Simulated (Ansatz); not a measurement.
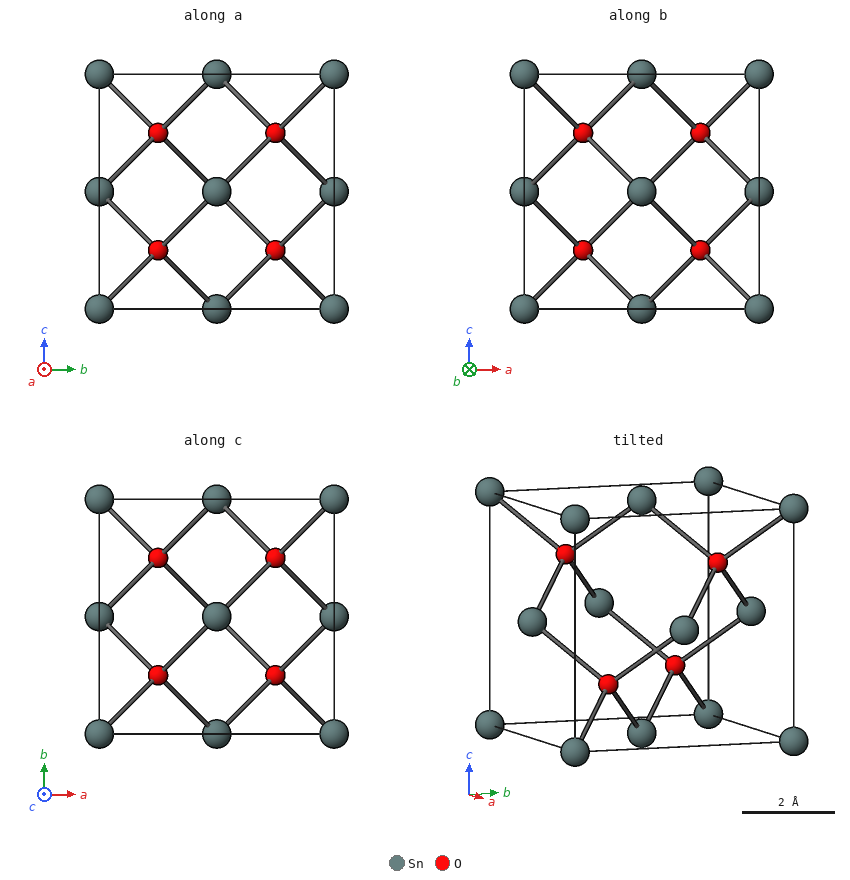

A ball-and-stick rendering, viewed along the a axis, along the b axis, along the c axis and slightly off an axis. The wireframe shows the conventional unit cell.

Lattice parameters: a = 5.146 Å, b = 5.146 Å, c = 5.146 Å, α = 90.00°, β = 90.00°, γ = 90.00°.

> Reconstruct the structure as a table of Wyckoff sites.

Space group F-43m (No. 216).
| atom | site | x | y | z |
| --- | --- | --- | --- | --- |
| Sn | 4a | 0.0000 | 0.0000 | 0.0000 |
| O | 4d | 0.2500 | 0.2500 | 0.7500 |

Starting structure: a structure type filled with these elements by a generator (whether the compound takes this form wasn't checked). The cell was then strained or its atoms displaced on purpose. A calculation with Ansatz used it as input.

At this level of theory the cell isn't at rest (compressed, at 13 GPa), so its distances can differ from those at equilibrium, the more so the softer the solid.
